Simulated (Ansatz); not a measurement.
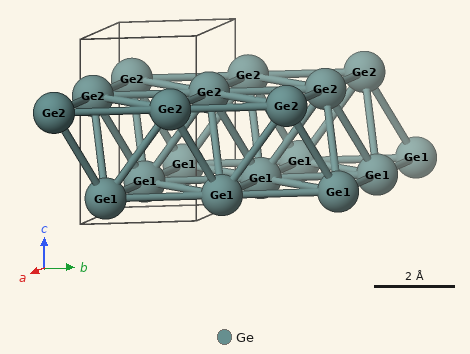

Fig. 1: The input geometry of run A (ball-and-stick view of the cell of the calculation, repeated 3 × 3 × 1, seen slightly off an axis; atoms are numbered from 1 in the order of the input).

# What a change does: geometry relaxation on Ge

System: Ge (Cmcm, 2 atoms in the cell).
Method of run A: Kohn-Sham DFT of a periodic cell, PBE, Ansatz PAW, no spin polarisation (Ansatz 0.2.0).

The structure derives from a Materials Project entry. Text and figures count atoms from 1; the logs count them from 0 in places.

**Input, run A**
```yaml
crystal:
  lattice:
    - [1.488052925, -2.59468961, 0.0]
    - [1.488052925, 2.59468961, 0.0]
    - [0.0, 0.0, 4.72759579]
  atoms:
    - { symbol: Ge, position: [0.33344663, 0.66655337, 0.25] }
    - { symbol: Ge, position: [0.66655337, 0.33344663, 0.75] }
hamiltonian:
  xc: pbe
  pseudopotentials: { kind: paw }
kpoints:
  mp_grid: { grid: [10, 10, 6] }
scf:
  occupations: { method: fermi_dirac, width: 0.05 }
output:
  forces: true
  stress: true
  eigenvalues: true
relax:
  f_tol: 0.01
  max_steps: 40
  cell: { stress_tol: 0.05 }
```

Command:
```bash
ansatz run input.yaml --threads 2 --pin off --max-ram 5632MiB --backend cpu --events-out ev --progress --plain --runs-dir out
```

Hardware: 2 threads of Intel Xeon (Granite Rapids), 176 GiB of memory available, shared host.

**Output, shortened to warnings, some set-up lines, iterations and results (run A)**
```
Basis set: ecut = 420 eV, 695 PW (Γ), exchange–correlation on 40×40×64 points (8 copies of the dense FFT grid, shifted against one another)
Symmetry: 8 space group operations
k-points: 124 of 600
Initial density: superposition of atomic densities (neutral atoms: chi_scale 0, normalization atom), corrected by the library's trained network
[...]
SCF iter   1: F=—  HF=-8589.299144 eV  |F-HF|=—  |Δ(HF+E_count)|=         —  Δρ=1.45e-3  dr2=4.59e-4  ethr=1.77e-3  ⟨swp⟩=4.9  Hψ=9112  notcnv=0
SCF iter   2: F=—  HF=-8589.298868 eV  |F-HF|=—  |Δ(HF+E_count)|=   2.76e-4  Δρ=9.30e-4  dr2=2.14e-4  ethr=1.64e-6  ⟨swp⟩=2.0  Hψ=3708  notcnv=0
SCF iter   3: F=—  HF=-8589.298965 eV  |F-HF|=—  |Δ(HF+E_count)|=   9.70e-5  Δρ=1.31e-4  dr2=2.02e-6  ethr=7.64e-7  ⟨swp⟩=2.0  Hψ=2698  notcnv=0
SCF iter   4: F=—  HF=-8589.299020 eV  |F-HF|=—  |Δ(HF+E_count)|=   5.49e-5  Δρ=4.65e-5  dr2=3.65e-7  ethr=7.22e-9  ⟨swp⟩=2.0  Hψ=3937  notcnv=0
SCF iter   5: F=-8589.299021 eV  HF=-8589.299021 eV  |F-HF|=4.02e-8  |Δ(HF+E_count)|=   5.09e-7  Δρ=1.63e-5  dr2=3.04e-8  ethr=1.30e-9  ⟨swp⟩=2.0  Hψ=3938  notcnv=0
[... 45 lines ...]
SCF iter   5: F=—  HF=-8589.330366 eV  |F-HF|=—  |Δ(HF+E_count)|=  8.17e-10  Δρ=1.61e-6  dr2=7.46e-10  ethr=8.82e-12  ⟨swp⟩=2.0  Hψ=3472  notcnv=0
SCF iter   6: F=—  HF=-8589.330366 eV  |F-HF|=—  |Δ(HF+E_count)|=  9.46e-11  Δρ=5.32e-7  dr2=1.21e-10  ethr=2.67e-12  ⟨swp⟩=2.8  Hψ=3996  notcnv=0
SCF iter   7: F=-8589.330366 eV  HF=-8589.330366 eV  |F-HF|=0.00e0  |Δ(HF+E_count)|=  1.64e-11  Δρ=9.54e-8  dr2=4.51e-12  ethr=1.00e-12  ⟨swp⟩=5.0  Hψ=8443  notcnv=0
SCF 8 converged in 7 iterations: F = -8589.330366 eV  dr2 = 4.51e-12
relax step   8: F+E_penalty+E_count = -8589.33036644 eV  Δ(F+E_penalty+E_count) = -5.352e-4 eV  max|allowed force component| = 1.633e-3 eV/Å  Δτ_max = 0.0000 Å  P = +0.014 …
basis re-selected at this cell: Δ(F+E_penalty+E_count) = -5.352e-4 eV, ΔP = +0.009 GPa vs the last step (what re-selecting the basis moved, of the pressure what is left beyond the Pulay correction that the steps carried, after the strain that the cell walked since its last selection, with what the …
SCF converged after 7 iterations
Free energy (F): -8589.330366 eV
Harris-Foulkes:  -8589.330366 eV  (|F-HF|=0.00e0)
Internal energy: -8589.323040 eV  (E = F + TS)
E sigma→0 (E₀):  -8589.326703 eV
Entropy (-TS):   -0.007326 eV (-3.663 meV/atom)
Fermi energy:    10.752192 eV
--- Per-component energies (eV) ---
  E_band       = -234.474610
  E_kinetic    = 219.712792
  E_local      = -4289.410540  (includes V_loc(G=0)·N_el)
  E_nonlocal   = 829.578832
  E_hartree    = 1872.795133
  E_xc         = -150.996063
  E_vxc        = -128.733996  (∫ρ·V_xc dr)
  E_paw        = -4031.793318  (= ΣΔE_a)
  E_vpaw       = -611.212694  (= ΣTr[D̂ρ^β])
  E_aug_tail   = 0.000658  (compensation charges beyond the density's cutoff)
  E_ewald      = -3039.210533
  E_smearing   = -0.007326  (= −TS)
  E_closure    = -0.000000  (closes the sum)
  Σ components = -8589.330366   (vs F -8589.330366, Δ=0.00e0)
--- Forces (eV/Å), atoms counted from 1 ---
  atom   1  Ge     0.00000000    -0.00163265     0.00000000
  atom   2  Ge     0.00000000     0.00163265     0.00000000
  max |Σ_I F_I| component: 0.00e0 eV/Å
--- Stress (GPa, compression-positive) ---
        0.014539       0.000000       0.000000
        0.000000      -0.009609       0.000000
        0.000000       0.000000       0.036626
  P = ⅓ Tr σ = 0.0139 GPa (0.139 kbar)
--- Relaxed structure (7 steps of the walk, 7 accepted, 1 SCFs on fresh bases) ---
  F+E_penalty+E_count = -8589.33036644 eV   max|allowed force component| = 1.633e-3 eV/Å   (the final SCF, on the basis selected at the relaxed cell)
  cell:  # Å, volume = 38.5838 Å³
    - [1.4980417989763888, -2.6351091087561285, 0.0]
    - [1.4980417989763888, 2.6351091087561285, 0.0]
    - [0.0, 0.0, 4.8871133571973395]
  atoms:
    - { symbol: Ge, position: [0.33473494919185776, 0.6652650508081422, 0.25] }
[...]
```

The input of run B differs as follows (lines with − go, lines with + come):
```diff
-  xc: pbe
+  xc: r2scan
```

What does this change do to the results?

The total energies belong to different methods, so their difference says nothing on which is more stable or more accurate. The volume per atom goes from 19.29 to 18.65 Å³. The functional changes from PBE to r2SCAN. The SCF takes 121 iterations over all geometry steps against 39. The default cutoff goes from 420 to 500 eV with the change. On the same kind of shared host run B took about 4.7 times as long.

**Output, shortened to warnings, some set-up lines, iterations and results (run B)**
```
Basis set: ecut = 500 eV, 957 PW (Γ), exchange–correlation on 96×96×144 points (64 copies of the dense FFT grid, shifted against one another)
Symmetry: 8 space group operations
k-points: 124 of 600
Initial density: superposition of atomic densities (neutral atoms: chi_scale 0, normalization atom), corrected by the library's trained network
[...]
SCF iter   1: F=—  HF=-8604.652302 eV  |F-HF|=—  |Δ(HF+E_count)|=         —  Δρ=7.00e-3  dr2=5.72e-3  dr2_τ=7.74e-4  ethr=1.77e-3  ⟨swp⟩=5.2  Hψ=9198  notcnv=0
SCF iter   2: F=—  HF=-8604.666612 eV  |F-HF|=—  |Δ(HF+E_count)|=   1.43e-2  Δρ=2.49e-3  dr2=1.04e-3  dr2_τ=1.95e-5  ethr=2.04e-5  ⟨swp⟩=2.0  Hψ=5424  notcnv=0  defer=32
SCF iter   3: F=—  HF=-8604.667817 eV  |F-HF|=—  |Δ(HF+E_count)|=   1.20e-3  Δρ=1.35e-3  dr2=3.15e-4  dr2_τ=4.15e-6  ethr=3.71e-6  ⟨swp⟩=2.0  Hψ=2677  notcnv=0  defer=32
SCF iter   4: F=—  HF=-8604.668373 eV  |F-HF|=—  |Δ(HF+E_count)|=   5.56e-4  Δρ=7.21e-5  dr2=1.36e-6  dr2_τ=9.67e-9  ethr=1.12e-6  ⟨swp⟩=2.0  Hψ=2700  notcnv=0  defer=32
SCF iter   5: F=—  HF=-8604.668377 eV  |F-HF|=—  |Δ(HF+E_count)|=   3.88e-6  Δρ=1.03e-5  dr2=3.08e-8  dr2_τ=4.66e-10  ethr=4.86e-9  ⟨swp⟩=3.0  Hψ=3942  notcnv=0  defer=32
[... 153 lines ...]
SCF iter   4: F=—  HF=-8605.027667 eV  |F-HF|=—  |Δ(HF+E_count)|=   6.83e-6  Δρ=4.42e-6  dr2=1.82e-9  dr2_τ=1.51e-10  ethr=1.53e-10  ⟨swp⟩=2.0  Hψ=3986  notcnv=0
SCF iter   5: F=—  HF=-8605.027667 eV  |F-HF|=—  |Δ(HF+E_count)|=   1.44e-8  Δρ=9.46e-7  dr2=7.65e-11  dr2_τ=1.36e-11  ethr=6.51e-12  ⟨swp⟩=2.5  Hψ=3710  notcnv=0
SCF iter   6: F=-8605.027667 eV  HF=-8605.027667 eV  |F-HF|=1.82e-12  |Δ(HF+E_count)|=  6.02e-10  Δρ=4.88e-8  dr2=1.18e-13  dr2_τ=9.53e-14  ethr=1.00e-12  ⟨swp⟩=5.0  Hψ=8459  …
SCF 21 converged in 6 iterations: F = -8605.027667 eV  dr2 = 1.18e-13
relax step  21: F+E_penalty+E_count = -8605.02766691 eV  Δ(F+E_penalty+E_count) = -6.677e-4 eV  max|allowed force component| = 1.523e-4 eV/Å  Δτ_max = 0.0000 Å  P = -0.012 …
basis re-selected at this cell: Δ(F+E_penalty+E_count) = -6.677e-4 eV, ΔP = -0.012 GPa vs the last step (what re-selecting the basis moved, of the pressure what is left beyond the Pulay correction that the steps carried, after the strain that the cell walked since its last selection, with what the …
SCF converged after 6 iterations
Free energy (F): -8605.027667 eV
Harris-Foulkes:  -8605.027667 eV  (|F-HF|=1.82e-12)
Internal energy: -8605.023842 eV  (E = F + TS)
E sigma→0 (E₀):  -8605.025754 eV
Entropy (-TS):   -0.003825 eV (-1.913 meV/atom)
Fermi energy:    11.021841 eV
--- Per-component energies (eV) ---
  E_band       = -243.252884
  E_kinetic    = 220.868195
  E_local      = -4297.881311  (includes V_loc(G=0)·N_el)
  E_nonlocal   = 835.529100
  E_hartree    = 1884.465872
  E_xc         = -138.202058
  E_vxc        = -136.122394  (∫ρ·V_xc dr)
  E_paw        = -4063.540431  (= ΣΔE_a)
  E_vpaw       = -642.396482  (= ΣTr[D̂ρ^β])
  E_aug_tail   = 0.000033  (compensation charges beyond the density's cutoff)
  E_vtau       = 7.818221  (kinetic-family band-sum trace: ∫τ·v_τ [+ j·A + Jᵃ·Aᵃ] dr)
  E_ewald      = -3044.091711
  E_core_change = -2.171532  (= ΣΔE_core)
  E_smearing   = -0.003825  (= −TS)
  E_closure    = 0.000000  (closes the sum)
  Σ components = -8605.027667   (vs F -8605.027667, Δ=0.00e0)
--- Forces (eV/Å), atoms counted from 1 ---
  atom   1  Ge     0.00000000    -0.00015234     0.00000000
  atom   2  Ge     0.00000000     0.00015234     0.00000000
  max |Σ_I F_I| component: 0.00e0 eV/Å
--- Stress (GPa, compression-positive) ---
       -0.021116       0.000000       0.000000
        0.000000      -0.008172       0.000000
        0.000000       0.000000      -0.006706
  P = ⅓ Tr σ = -0.0120 GPa (-0.120 kbar)
--- Relaxed structure (20 steps of the walk, 20 accepted, 1 SCFs on fresh bases) ---
  F+E_penalty+E_count = -8605.02766691 eV   max|allowed force component| = 1.523e-4 eV/Å   (the final SCF, on the basis selected at the relaxed cell)
  cell:  # Å, volume = 37.3033 Å³
    - [1.4351636659361198, -2.485438112685007, 0.0]
    - [1.4351636659361198, 2.485438112685007, 0.0]
[...]
```

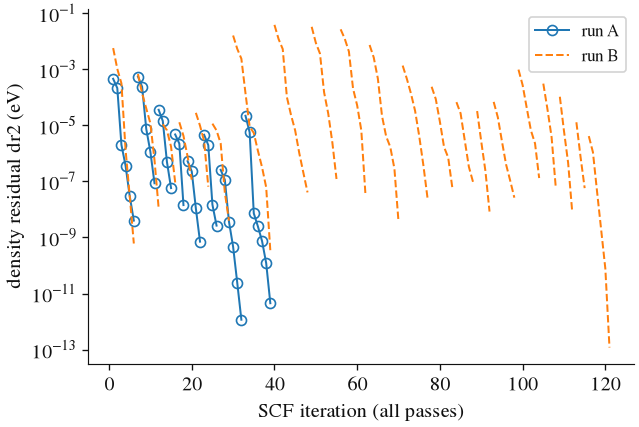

Fig. 2: Convergence of the two runs: density residual dr2 against the SCF iteration. A break in a curve parts two SCF passes. Run A takes 39 iterations in all, and run B takes 121.

**The two runs side by side**

| quantity | run A | run B |
| --- | --- | --- |
| outcome | converged | converged |
| free energy per atom (eV) | −4294.6652 | −4302.5138 |
| energy per atom, smearing taken to zero (eV) | −4294.6634 | −4302.5129 |
| gap on the mesh (eV) | 0.00 | 0.00 |
| pressure (GPa) | 0.01 | −0.01 |
| volume per atom (Å³) | 19.29 | 18.65 |
| largest force (eV/Å) | 0.002 | 0.000 |
| SCF iterations | 39 | 121 |
| irreducible k-points | 124 | 124 |
| wall time (shared host) | 13 s | 63 s |
